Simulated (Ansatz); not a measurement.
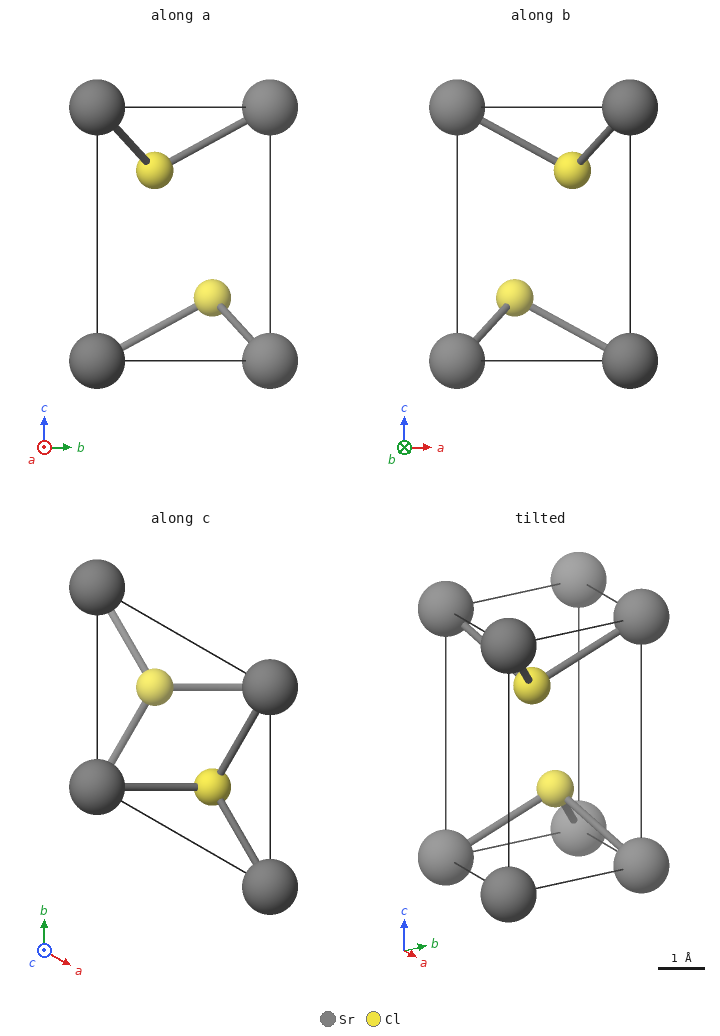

A ball-and-stick rendering, viewed along the a axis, along the b axis, along the c axis and slightly off an axis. The frame is the conventional unit cell; atoms at its boundary are shown with their periodic copies.

Lattice parameters: a = 4.4072 Å, b = 4.4072 Å, c = 5.5961 Å, α = 90.000°, β = 90.000°, γ = 120.000°.

Record the structure as a CIF in P1 with every atom of the cell, with free fractional coordinates to two decimals.

Answer.
```cif
data_structure
_symmetry_space_group_name_H-M 'P 1'
_symmetry_Int_Tables_number 1
_cell_length_a 4.4072
_cell_length_b 4.4072
_cell_length_c 5.5961
_cell_angle_alpha 90.000
_cell_angle_beta 90.000
_cell_angle_gamma 120.000
_cell_volume 94.13
loop_
_atom_site_label
_atom_site_type_symbol
_atom_site_fract_x
_atom_site_fract_y
_atom_site_fract_z
_atom_site_occupancy
Sr1 Sr 0.00 0.00 0.00 1
Cl1 Cl 0.3333 0.6667 0.25 1
Cl2 Cl 0.6667 0.3333 0.75 1
```

It goes back to a structure type filled with these elements by a generator (whether the compound takes this form wasn't checked). Earlier steps of the study may have refined or changed the cell and positions. Ansatz was used for an electronic-structure calculation on it.
